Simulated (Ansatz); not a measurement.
Structure data:

```yaml
crystal:
  lattice:
    - [3.42870, 0.00000, 0.00000]
    - [0.00000, 3.42870, 0.00000]
    - [0.00000, 0.00000, 13.63283]
  atoms:
    - { symbol: As, position: [0.00000, 0.00000, 0.11003] }
    - { symbol: Ta, position: [0.00000, 0.50000, 0.25278] }
    - { symbol: As, position: [0.50000, 0.00000, 0.32243] }
    - { symbol: Ta, position: [0.00000, 0.00000, 0.46518] }
    - { symbol: As, position: [0.50000, 0.50000, 0.53482] }
    - { symbol: Ta, position: [0.50000, 0.00000, 0.67757] }
    - { symbol: As, position: [0.00000, 0.50000, 0.74722] }
    - { symbol: Ta, position: [0.50000, 0.50000, 0.88997] }
```

Question: Give a crystallographic description of this input.

Answer: The structure is one of TaAs. The lattice is primitive orthorhombic and the space group Pmm2 (No. 25). Cell content 4 Ta, 4 As; Z = 4. The bonds build TaAs layers parallel to (001).

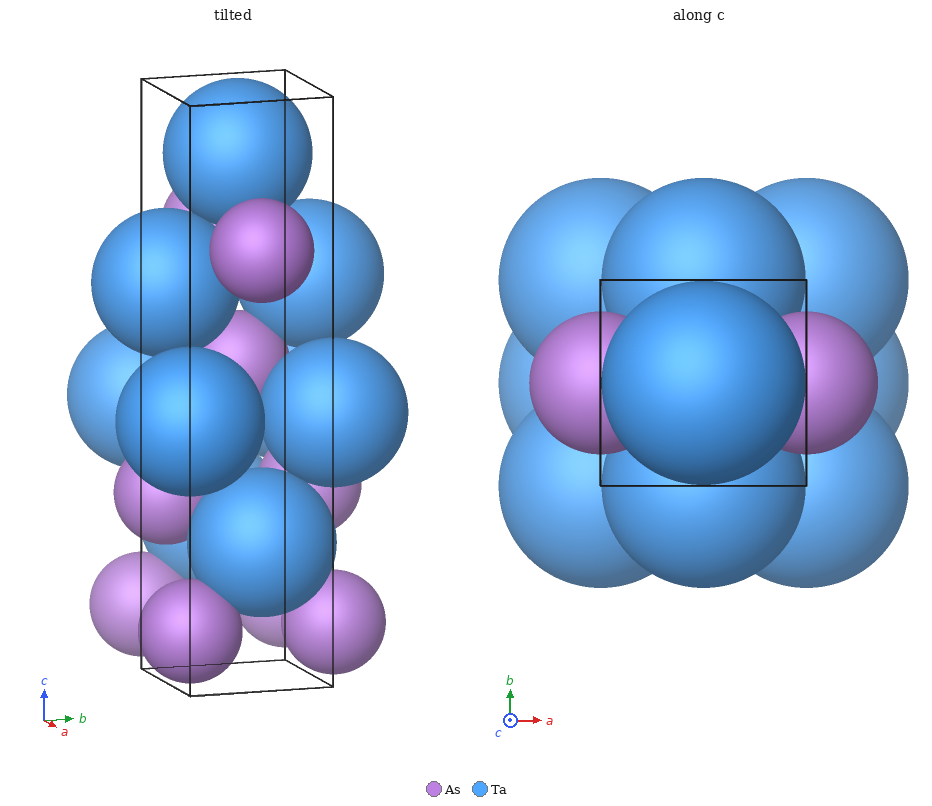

The image is a space-filling drawing of a crystal, viewed slightly off an axis and along the c axis. One conventional unit cell is outlined, and atoms on its boundary appear in each equivalent place. Colours: tantalum blue, arsenic purple.

Provenance: a structure listed in the Materials Project, from which a slab was cut. Earlier steps of the study may have refined or changed the cell and positions. A calculation with Ansatz used it as input.

At this level of theory the cell isn't at rest (forces up to 2.3 eV/Å), so its distances can differ from those at equilibrium, the more so the softer the solid.
